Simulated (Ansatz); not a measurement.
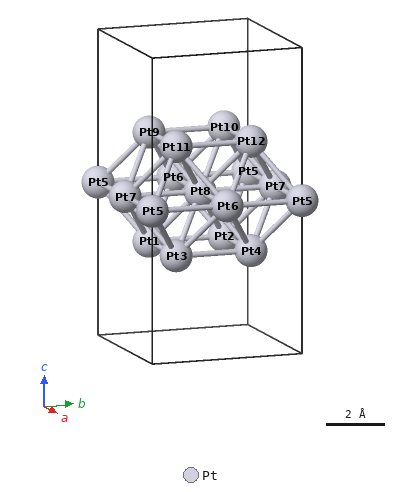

The input geometry (ball-and-stick view of the cell of the calculation, with the vacuum cut short, seen slightly off an axis; atoms are numbered from 1 in the order of the input). Near neighbours in the crystal (not all of them lie inside the picture): Pt has 8 Pt at 2.76 to 2.78 Å; Pt has 12 Pt at 2.76 to 2.78 Å.

# Run report: Pt, single-point calculation

System: Pt (slab, 12 atoms in the cell).
Method: DFT PBE+D3(BJ), scalar-relativistic, plane waves, PAW, PAW set soft_1, no spin polarisation (Ansatz 0.2.0).

The structure derives from an entry of the Crystallography Open Database. Figures and captions count atoms from 1; the log counts them from 0 in places.

## Output
```
Engine: ansatz 0.2.0, aarch64-unknown-linux-gnu
Pseudopotentials: kind: paw
Pseudopotential: Pt, paw, valence charge 18, recommended cutoff 420 eV (normal), [file]
Functional definition: PBE
  parameter kappa = 0.804
  parameter beta = 0.06672455060314922
  exchange = pbe_x(kappa = kappa, mu = beta*pi^2/3)
  correlation = pbe_c(beta = beta)
Crystal: 12 atoms, lattice volume = 707.857 Å³
Basis set: ecut = 420 eV, 13897 PW (Γ), exchange–correlation on 80×80×320 points (8 copies of the dense FFT grid, shifted against one another)
Bands: 130, of which v1, the nominal top of the filled ones, is band 108 counted from 1 (107 counted from 0)
Symmetry: 32 space group operations
Space group: P4mm (ITA 99), of the structure as read, at distance tolerance 8.9e-5 Å
k-points: 6 of 25
Non-local potential: Pt, projectors of the file, l = 0: 3, l = 1: 2, l = 2: 2, l = 3: 1
PAW form: soft (Blöchl's): semilocal exchange-correlation on the pseudo side does not see the compensation charge
PAW one-centre angular grid: Pt, 590 points (default); XC on 64 Gauss nodes
Initial density: superposition of atomic densities (neutral atoms: chi_scale 0, normalization atom)
Initial wavefunctions: pseudopotential atomic-orbital guess
Functional: x = pbe(κ = 0.804, μ = 0.2195149727645171), c = pbe(β = 0.06672455060314922)
SCF iter   1: F=—  HF=-150299.272195 eV  |F-HF|=—  |Δ(HF+E_count)|=         —  Δρ=4.64e-2  dr2=1.71e1  ethr=3.10e-3  p=-0.000 e·Å  D=-1.23e-6 V/Å  ΔV_dip=0.00 eV  dr2_dipole=2.19e-6  V_vac-E_F(+/−)=4.70/4.70 eV  ⟨swp⟩=7.7  Hψ=3309  notcnv=0  defer=12
efield: sawtooth ramp at fractional position 0.7391 (placed from the atoms, in the widest stretch of the axis that holds none; the zero of the levels goes with the place), width 0.0400; the density the first Hamiltonian is built on has a dipole p = -0.000 e·Å; the dipole correction subtracts the counter field D = -1.23e-6 V/Å, which shifts the + side's vacuum level by +0.00 eV against the − side's; the planar-averaged density in the ramp window peaks in size at 7.5e-6 e/Å³
preconditioner: auto → LDOS  [metal: Δε(μ)=0.003 eV  Ē_g=6.637 eV  σ=0.100 eV  W_gap=0.02  n_scr=120 (ndim 8)  ℏωp=15.3 eV  f_vac=0.671  D(μ)=19.81/eV (n_scr^D=120)  β→1.0]
SCF iter   2: F=—  HF=-150298.204065 eV  |F-HF|=—  |Δ(HF+E_count)|=    1.07e0  Δρ=3.57e-2  dr2=1.02e1  ethr=3.10e-3  p=-0.001 e·Å  D=-1.87e-4 V/Å  ΔV_dip=0.00 eV  dr2_dipole=4.10e-5  V_vac-E_F(+/−)=5.94/5.93 eV  ⟨swp⟩=3.0  Hψ=2004  notcnv=0  defer=73
SCF iter   3: F=—  HF=-150295.355960 eV  |F-HF|=—  |Δ(HF+E_count)|=    2.85e0  Δρ=8.63e-3  dr2=7.19e-1  ethr=3.10e-3  p=0.001 e·Å  D=2.78e-4 V/Å  ΔV_dip=-0.01 eV  dr2_dipole=7.07e-5  V_vac-E_F(+/−)=5.77/5.77 eV  ⟨swp⟩=2.7  Hψ=1548  notcnv=0  defer=68
SCF iter   4: F=—  HF=-150295.251267 eV  |F-HF|=—  |Δ(HF+E_count)|=   1.05e-1  Δρ=3.53e-3  dr2=4.99e-1  ethr=3.33e-4  p=0.000 e·Å  D=4.75e-7 V/Å  ΔV_dip=-0.00 eV  dr2_dipole=2.54e-5  V_vac-E_F(+/−)=5.55/5.55 eV  ⟨swp⟩=3.0  Hψ=1557  notcnv=0  defer=68
SCF iter   5: F=—  HF=-150295.219024 eV  |F-HF|=—  |Δ(HF+E_count)|=   3.22e-2  Δρ=2.09e-3  dr2=1.10e-1  ethr=2.31e-4  p=-0.000 e·Å  D=-8.38e-5 V/Å  ΔV_dip=0.00 eV  dr2_dipole=2.35e-6  V_vac-E_F(+/−)=5.66/5.66 eV  ⟨swp⟩=1.8  Hψ=758  notcnv=0  defer=68
SCF iter   6: F=—  HF=-150295.216898 eV  |F-HF|=—  |Δ(HF+E_count)|=   2.13e-3  Δρ=6.17e-4  dr2=6.29e-3  ethr=5.09e-5  p=0.001 e·Å  D=2.21e-4 V/Å  ΔV_dip=-0.01 eV  dr2_dipole=2.08e-5  V_vac-E_F(+/−)=5.72/5.72 eV  ⟨swp⟩=2.0  Hψ=1068  notcnv=0  defer=68
SCF iter   7: F=—  HF=-150295.216003 eV  |F-HF|=—  |Δ(HF+E_count)|=   8.95e-4  Δρ=1.34e-4  dr2=1.67e-4  ethr=2.91e-6  p=-0.001 e·Å  D=-1.67e-4 V/Å  ΔV_dip=0.00 eV  dr2_dipole=1.32e-5  V_vac-E_F(+/−)=5.70/5.70 eV  ⟨swp⟩=2.3  Hψ=1113  notcnv=0  defer=68
SCF iter   8: F=—  HF=-150295.216057 eV  |F-HF|=—  |Δ(HF+E_count)|=   5.35e-5  Δρ=5.28e-5  dr2=5.87e-5  ethr=7.74e-8  p=0.000 e·Å  D=8.86e-5 V/Å  ΔV_dip=-0.00 eV  dr2_dipole=2.65e-6  V_vac-E_F(+/−)=5.69/5.70 eV  ⟨swp⟩=3.0  Hψ=1549  notcnv=0  defer=68
SCF iter   9: F=—  HF=-150295.215620 eV  |F-HF|=—  |Δ(HF+E_count)|=   4.37e-4  Δρ=1.14e-5  dr2=2.61e-6  ethr=2.72e-8  p=-0.000 e·Å  D=-3.17e-5 V/Å  ΔV_dip=0.00 eV  dr2_dipole=5.23e-7  V_vac-E_F(+/−)=5.70/5.70 eV  ⟨swp⟩=2.2  Hψ=1042  notcnv=0  defer=68
SCF iter  10: F=—  HF=-150295.215620 eV  |F-HF|=—  |Δ(HF+E_count)|=   8.16e-8  Δρ=3.21e-6  dr2=1.42e-7  ethr=1.21e-9  p=0.000 e·Å  D=5.96e-6 V/Å  ΔV_dip=-0.00 eV  dr2_dipole=2.49e-10  V_vac-E_F(+/−)=5.70/5.70 eV  ⟨swp⟩=2.3  Hψ=1115  notcnv=0  defer=68
SCF iter  11: F=-150295.215620 eV  HF=-150295.215620 eV  |F-HF|=5.57e-8  |Δ(HF+E_count)|=   2.05e-7  Δρ=1.33e-6  dr2=3.40e-8  ethr=4.63e-11  p=-0.000 e·Å  D=-1.11e-6 V/Å  ΔV_dip=0.00 eV  dr2_dipole=7.62e-9  V_vac-E_F(+/−)=5.70/5.70 eV  ⟨swp⟩=27.5  Hψ=4415  notcnv=0
SCF 1 converged in 11 iterations: F = -150295.215620 eV  dr2 = 3.40e-8
  greatest PAW one-centre occupation: 1.000 electrons in one spin orbital (limit 2), on the Pt atom at site 7 (counted from 0), in its partial waves of l = 0
```

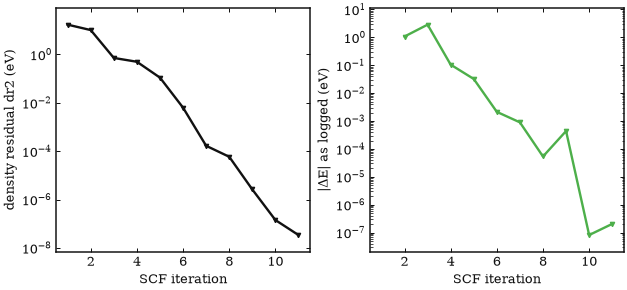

Convergence of the self-consistent field: density residual dr2 and size of the energy change against the SCF iteration. The residual falls at every step.

```
SCF converged after 11 iterations
Free energy (F): -150295.215620 eV
Harris-Foulkes:  -150295.215620 eV  (|F-HF|=5.57e-8)
Internal energy: -150295.104365 eV  (E = F + TS)
E sigma→0 (E₀):  -150295.159993 eV
Entropy (-TS):   -0.111255 eV (-9.271 meV/atom)
Fermi energy:    1.714559 eV
Dipole field:    D = 0.000061 V/Å  (p = 0.000240 e·Å, saw-weighted, corrected)
Work function:   Φ+ = 5.6964 eV   Φ− = 5.6978 eV
Levels:          The Fermi level and band energies are counted from a zero that moves with the ramp; work functions are not
--- Per-component energies (eV) ---
  E_band       = -6122.150798
  E_kinetic    = 7150.193279
  E_local      = -314820.717031  (includes V_loc(G=0)·N_el)
  E_nonlocal   = 2448.182023
  E_hartree    = 153075.143243
  E_xc         = -2775.063708
  E_vxc        = -3238.363220  (∫ρ·V_xc dr)
  E_paw        = -113806.797730  (= ΣΔE_a)
  E_vpaw       = -3811.744128  (= ΣTr[D̂ρ^β])
  E_aug_tail   = 0.013695  (compensation charges beyond the density's cutoff)
  E_efield     = 0.000000  (sawtooth field / dipole correction)
  E_vefield    = -0.000001  (∫n·V_field dr)
  E_ewald      = 118439.674004
  E_disp       = -5.732140  (pairwise vdW)
  E_smearing   = -0.111255  (= −TS)
  E_closure    = -0.000000  (closes the sum)
  Σ components = -150295.215620   (vs F -150295.215620, Δ=0.00e0)
--- Forces (eV/Å), atoms counted from 1 ---
  atom   1  Pt     0.00000000    -0.00000000     0.00290788
  atom   2  Pt     0.00000000     0.00000000     0.00290788
  atom   3  Pt    -0.00000000    -0.00000000     0.00290788
  atom   4  Pt     0.00000000    -0.00000000     0.00290788
  atom   5  Pt    -0.00000000    -0.00000000    -0.00330766
  atom   6  Pt    -0.00000000    -0.00000000    -0.00330766
  atom   7  Pt     0.00000000    -0.00000000    -0.00330766
  atom   8  Pt    -0.00000000    -0.00000000    -0.00330766
  atom   9  Pt     0.00000000     0.00000000     0.00041039
  atom  10  Pt     0.00000000    -0.00000000     0.00041039
  atom  11  Pt     0.00000000     0.00000000     0.00041039
  atom  12  Pt     0.00000000     0.00000000     0.00041039
  max |Σ_I F_I| component: 4.24e-5 eV/Å
--- Band table (eV; the first three rows and the last of 6) ---
  k-point 0: bands = ["-96.9231", "-96.9119", "-96.9119", "-96.9012", "-96.2386", "-96.2379", "-96.2279", "-96.2279", "-96.2273", "-96.2273", "-96.2172", "-96.2166", "-51.1885", "-51.1885", "-51.1714", "-51.1602", "-51.1602", "-51.1543", "-51.1543", "-51.0970", "-50.9303", "-50.9303", "-50.9027", "-50.9027", "-50.5935", "-50.5935", "-50.5687", "-50.5687", "-50.5572", "-50.5572", "-50.5509", "-50.5509", "-50.3485", "-50.3485", "-50.3405", "-50.3405", "-50.3290", "-50.3290", "-50.3284", "-50.3284", "-50.2440", "-50.2190", "-50.2190", "-50.2115", "-50.1988", "-50.1988", "-50.1983", "-50.1961", "-7.3067", "-4.8879", "-4.8879", "-4.8087", "-4.6784", "-4.6531", "-4.6531", "-4.6514", "-4.3719", "-4.2071", "-4.0568", "-4.0568", "-3.1982", "-3.1982", "-3.1431", "-3.0616", "-2.2965", "-2.2965", "-2.1814", "-2.0320", "-2.0320", "-1.8012", "-1.8012", "-1.7086", "-1.7086", "-1.5388", "-1.5388", "-1.4726", "-1.4726", "-1.4220", "-1.4220", "-1.3789", "-1.3789", "-0.6025", "-0.2059", "-0.2059", "-0.0803", "0.0579", "0.0579", "0.4543", "0.4543", "0.4599", "0.4970", "0.7907", "0.7907", "0.9405", "0.9405", "1.0766", "1.3222", "1.3222", "1.3873", "1.3873", "1.4094", "1.4531", "1.5532", "1.7330", "1.7330", "1.8265", "1.8766", "1.8766", "2.1481", "2.4652", "2.4652", "2.6769", "2.6792", "3.5390", "3.5390", "3.5506", "3.5506", "3.6910", "5.4284", "5.4284", "5.8619", "5.8619", "6.1966", "6.1966", "7.1695", "7.4793", "7.9322", "9.0380", "9.1577", "9.1577"]
  k-point 1: bands = ["-96.9220", "-96.9130", "-96.9109", "-96.9023", "-96.2376", "-96.2369", "-96.2289", "-96.2283", "-96.2269", "-96.2263", "-96.2182", "-96.2176", "-51.1854", "-51.1688", "-51.1647", "-51.1624", "-51.1547", "-51.1490", "-51.1367", "-51.1026", "-50.9560", "-50.9288", "-50.9277", "-50.9053", "-50.5881", "-50.5697", "-50.5674", "-50.5581", "-50.5542", "-50.5461", "-50.5390", "-50.5306", "-50.3701", "-50.3653", "-50.3519", "-50.3508", "-50.3466", "-50.3394", "-50.3307", "-50.3298", "-50.2387", "-50.2181", "-50.2168", "-50.2118", "-50.2025", "-50.1986", "-50.1986", "-50.1979", "-7.0600", "-5.0426", "-4.6389", "-4.6166", "-4.5718", "-4.5022", "-4.4948", "-4.4897", "-4.1924", "-4.0905", "-4.0286", "-3.9231", "-3.4440", "-2.9660", "-2.9487", "-2.9467", "-2.3899", "-2.3538", "-2.3367", "-2.2381", "-2.0524", "-2.0000", "-1.9597", "-1.6723", "-1.6546", "-1.5780", "-1.5369", "-1.4904", "-1.4130", "-1.3702", "-1.3685", "-1.3458", "-0.8900", "-0.7125", "-0.4410", "-0.2522", "-0.2391", "-0.0714", "-0.0133", "0.1534", "0.3114", "0.4664", "0.6599", "0.6626", "0.7037", "0.7554", "0.8297", "0.8369", "0.8497", "0.9142", "1.1609", "1.2499", "1.3942", "1.4303", "1.5654", "1.5697", "1.5993", "1.6859", "1.6961", "1.7202", "1.9030", "1.9087", "1.9692", "2.0613", "2.3566", "3.5611", "3.6989", "3.9169", "4.5420", "4.9571", "5.1664", "5.2527", "5.9886", "6.0204", "6.4919", "7.1075", "7.3587", "7.6520", "7.7045", "8.1184", "8.4321", "9.2548"]
  k-point 2: bands = ["-96.9192", "-96.9158", "-96.9082", "-96.9049", "-96.2349", "-96.2343", "-96.2316", "-96.2310", "-96.2242", "-96.2236", "-96.2209", "-96.2203", "-51.1776", "-51.1687", "-51.1629", "-51.1573", "-51.1350", "-51.1173", "-51.1016", "-51.0743", "-51.0220", "-50.9952", "-50.9208", "-50.9122", "-50.5760", "-50.5643", "-50.5633", "-50.5606", "-50.5072", "-50.4894", "-50.4866", "-50.4765", "-50.4293", "-50.4248", "-50.4124", "-50.4078", "-50.3417", "-50.3364", "-50.3355", "-50.3328", "-50.2263", "-50.2157", "-50.2133", "-50.2126", "-50.2111", "-50.2041", "-50.1983", "-50.1981", "-6.4005", "-5.5934", "-4.3938", "-4.3436", "-4.2095", "-4.1831", "-4.0694", "-4.0261", "-4.0178", "-3.8611", "-3.8602", "-3.5447", "-3.5399", "-3.3399", "-2.9917", "-2.7628", "-2.5515", "-2.4656", "-2.4508", "-2.4029", "-1.9563", "-1.7873", "-1.7832", "-1.7512", "-1.7205", "-1.4804", "-1.3876", "-1.3775", "-1.2844", "-1.2834", "-1.0610", "-0.9570", "-0.8050", "-0.7754", "-0.7035", "-0.6998", "-0.6988", "-0.5574", "-0.5481", "0.0214", "0.0475", "0.1003", "0.1109", "0.1315", "0.2547", "0.2881", "0.4311", "0.5799", "0.6249", "0.6934", "0.7781", "0.7824", "0.8018", "1.0681", "1.1619", "1.1967", "1.3578", "1.4076", "1.5337", "1.6024", "1.8283", "1.8809", "1.9827", "2.0430", "3.0308", "4.0636", "4.1174", "4.4868", "4.6665", "4.9235", "5.2102", "5.9393", "6.3177", "6.7999", "6.9134", "7.2669", "7.3790", "7.9141", "7.9771", "8.3724", "8.6604", "8.6958"]
  k-point 5: bands = ["-96.9154", "-96.9120", "-96.9120", "-96.9087", "-96.2312", "-96.2306", "-96.2279", "-96.2279", "-96.2273", "-96.2273", "-96.2246", "-96.2240", "-51.1516", "-51.1427", "-51.1427", "-51.1302", "-51.0911", "-51.0911", "-51.0839", "-51.0811", "-51.0138", "-51.0100", "-51.0035", "-51.0035", "-50.4957", "-50.4957", "-50.4932", "-50.4926", "-50.4885", "-50.4885", "-50.4812", "-50.4792", "-50.4278", "-50.4252", "-50.4160", "-50.4160", "-50.4153", "-50.4142", "-50.4139", "-50.4139", "-50.2157", "-50.2123", "-50.2118", "-50.2118", "-50.2082", "-50.2071", "-50.2071", "-50.2027", "-5.5048", "-4.7541", "-4.7541", "-4.2343", "-3.7055", "-3.7055", "-3.5277", "-3.4890", "-3.4072", "-3.4034", "-3.3530", "-3.2356", "-3.1016", "-3.1016", "-2.8896", "-2.8472", "-2.8472", "-2.8107", "-2.8107", "-2.2135", "-2.0547", "-2.0404", "-1.7831", "-1.7831", "-1.7253", "-1.7253", "-1.7143", "-1.6305", "-1.3088", "-1.1983", "-0.9365", "-0.9365", "-0.9162", "-0.9162", "-0.6223", "-0.6223", "-0.5949", "-0.5076", "-0.3512", "-0.3488", "-0.3488", "-0.3010", "-0.2536", "-0.1197", "-0.0452", "-0.0452", "0.1012", "0.1523", "0.1706", "0.1706", "0.1895", "0.4311", "0.4610", "0.5960", "0.7430", "0.7430", "0.8416", "1.0336", "1.0336", "1.2637", "1.6820", "1.6820", "1.6997", "1.7367", "1.8622", "2.4749", "2.4749", "3.3342", "4.3101", "5.2241", "5.2241", "6.0694", "7.1543", "8.2716", "8.2716", "8.6354", "9.1239", "9.1239", "9.2464", "9.2628", "9.3814", "9.7897"]
```

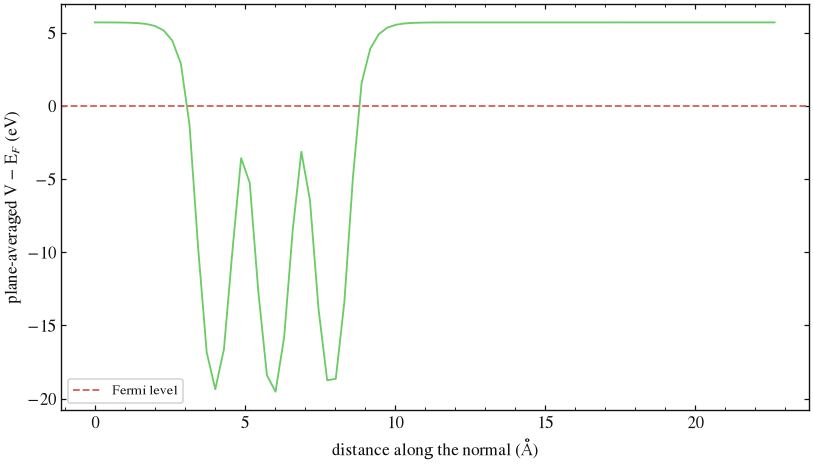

Plane average of the electrostatic potential energy of an electron across the cell, from the Fermi level. The vacuum level lies 5.70 eV above the Fermi level.

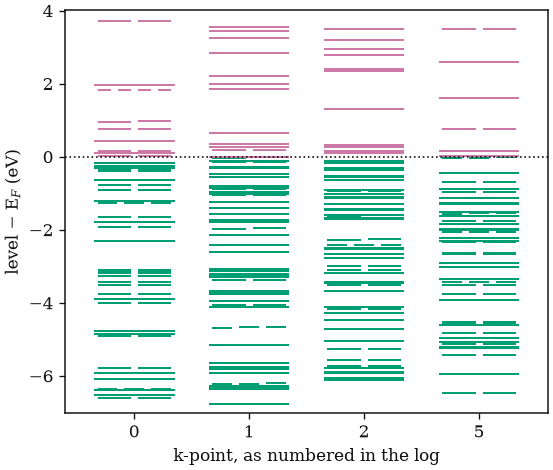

Kohn–Sham levels near the Fermi level (dotted) at the few k-points that the log prints; levels within 0.02 eV of each other stand side by side. The system is metallic on the full mesh.

This output came from the following input.

## Input file
```yaml
crystal:
  lattice:
    - [5.5555401168, 0.0, 0.0]
    - [0.0, 5.5555401168, 0.0]
    - [0.0, 0.0, 22.9346889766]
  atoms:
    - { symbol: Pt, position: [0.25, 0.25, 0.174408295] }
    - { symbol: Pt, position: [0.25, 0.75, 0.174408295] }
    - { symbol: Pt, position: [0.75, 0.25, 0.174408295] }
    - { symbol: Pt, position: [0.75, 0.75, 0.174408295] }
    - { symbol: Pt, position: [0.0, 0.0, 0.2591087317] }
    - { symbol: Pt, position: [0.0, 0.5, 0.2591087317] }
    - { symbol: Pt, position: [0.5, 0.0, 0.2591087317] }
    - { symbol: Pt, position: [0.5, 0.5, 0.2591087317] }
    - { symbol: Pt, position: [0.25, 0.25, 0.3437887902] }
    - { symbol: Pt, position: [0.25, 0.75, 0.3437887902] }
    - { symbol: Pt, position: [0.75, 0.25, 0.3437887902] }
    - { symbol: Pt, position: [0.75, 0.75, 0.3437887902] }
basis:
  ecutwfc: 420
kpoints:
  mp_grid: { grid: [5, 5, 1] }
hamiltonian:
  xc: pbe
  pseudopotentials: { kind: paw, azcp: { folder: soft_1 } }
  dispersion: d3bj
scf:
  occupations: { method: gaussian, width: 0.1 }
output:
  forces: true
  eigenvalues: true
efield:
  axis: 3
  dipole_correction: true
  ramp_width: 0.04
```

Launch command:
```bash
ansatz run input.yaml --threads 4 --pin off --max-ram 12288MiB --backend cpu --events-out ev --progress --plain --runs-dir out
```

## Results in brief

```csv
quantity,value
outcome,converged
electrons treated,216
free energy,−150295.2156 eV
"work function, top face",5.70 eV
"work function, bottom face",5.70 eV
Fermi energy,1.715 eV
gap on the k-point mesh,none (metallic)
work function (upper face),5.70 eV
largest force (length of the vector),0.003 eV/Å
hardware,"4 threads of Arm Neoverse N1, 98 GiB of memory available, shared host"
wall time,29 s (CPU time 1.9 min)
peak memory,1.8 GiB
```

## Remarks

Spin–orbit coupling is left out, which matters for Pt.
